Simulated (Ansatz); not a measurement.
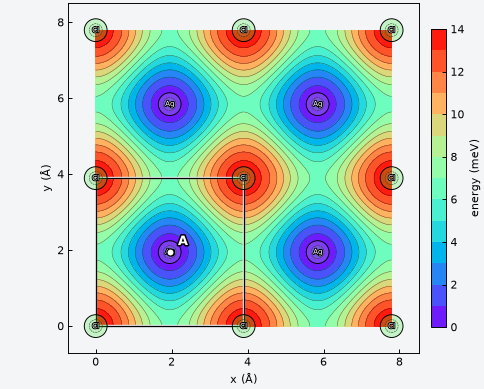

H on an AgCl(100) slab cut from the Fm-3m phase, its upper half relaxed before the scan (4 atoms of substrate and one adsorbate in a 1 × 1 cell). H is moved over the surface cell at a fixed height above a rigid substrate; the origin of the map has the adsorbate above Cl4; the height is held at 3.30 Å. Places are given modulo a cell vector. The map is drawn in real space over the plane of the surface. Grid: 8 × 8 points; 15 points were computed and 49 follow by symmetry. All energies are given in meV relative to the lowest grid point. With one adsorbate in each 1 × 1 cell, its nearest image is 3.9 Å away, so neighbouring adsorbates interact. At a fixed height the lowest place need not be the adsorption site. The calculation used Ansatz, DFT PBE+D3(BJ), scalar-relativistic, plane waves, PAW. Settings: cutoff 420 eV, k-mesh 7×7×1, gaussian smearing 0.05 eV, spin-polarised.

In the figure: filled contours, labelled circles for the atoms of the top layer and small ones for the second layer, the outline of one cell of the 2 × 2 shown, the point A. Between grid points the surface is interpolated.

Find the lowest pass out of the well at A.

Answer. The easiest path leads from the well at the top site over a surface Ag atom, (4/8, 4/8) of the cell vectors to its copy one period on. Its highest point lies about 6.8 meV above the bottom of the first well on the interpolated surface, at a fourfold hollow (Ag–Ag–Cl–Cl), (4/8, 0/8) of the cell vectors. This is the barrier on the constrained surface; relaxing the other coordinates would change it.

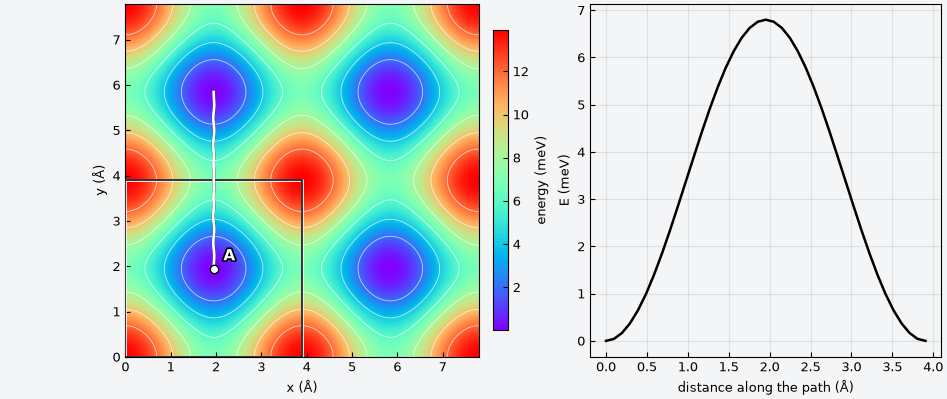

The picture shows a smooth colour map with a few white contour lines, a line along the lowest path, the outline of one cell of the 2 × 2 shown, the energy along the path at the right. Between grid points the surface is interpolated.
